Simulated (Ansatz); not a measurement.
Al$_{2}$O$_{3}$

```xyz
10
Lattice="4.7638 0.0000 0.0000 0.0000 9.7599 0.0000 0.0000 0.0000 3.0497" Properties=species:S:1:pos:R:3 pbc="T T T"
Al    0.2948    8.0919    0.0000
Al    4.4691    1.6680    0.0000
Al    2.6767    6.5479    1.5249
Al    2.0871    3.2120    1.5249
O     2.3819    4.8799    1.5249
O     1.1309    7.5305    1.5249
O     1.2510    2.6506    0.0000
O     3.5129    7.1093    0.0000
O     0.0000    0.0000    0.0000
O     3.6329    2.2294    1.5249
```

Space group Pnnm; a structure from a database of computed crystals, not necessarily the ambient phase.

These are results of Kohn-Sham DFT of a periodic cell, RPBE, Ansatz PAW (Ansatz 0.2.0), not measurements.

What will maps of the valence pseudo-density and electron localisation function show?

Al–O (1.69 Å): ρ is about 0.87 e/Å³ halfway; the ELF peaks at about 0.85 in the valence shell of O, 0.7 Å from its nucleus, and is about 0.80 at the midpoint.
Al–O (1.83 Å): ρ is about 0.67 e/Å³ halfway; the ELF peaks at about 0.85 in the valence shell of O, 0.7 Å from its nucleus, and is about 0.85 at the midpoint.

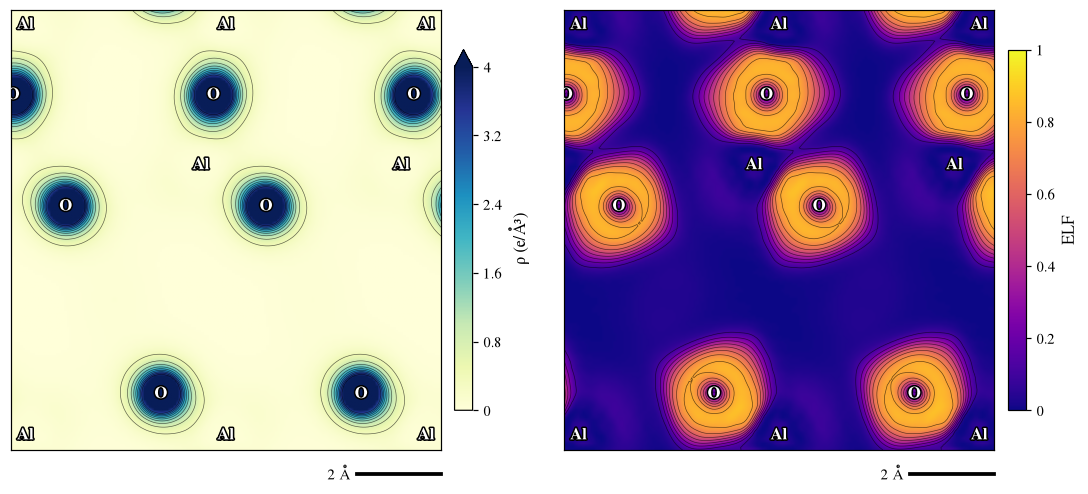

Computed valence pseudo-density and electron localisation function on the (001) plane of the conventional cell, in this order. 

Core electrons are frozen (PAW), and the valence fields are smoothed inside the atomic spheres.
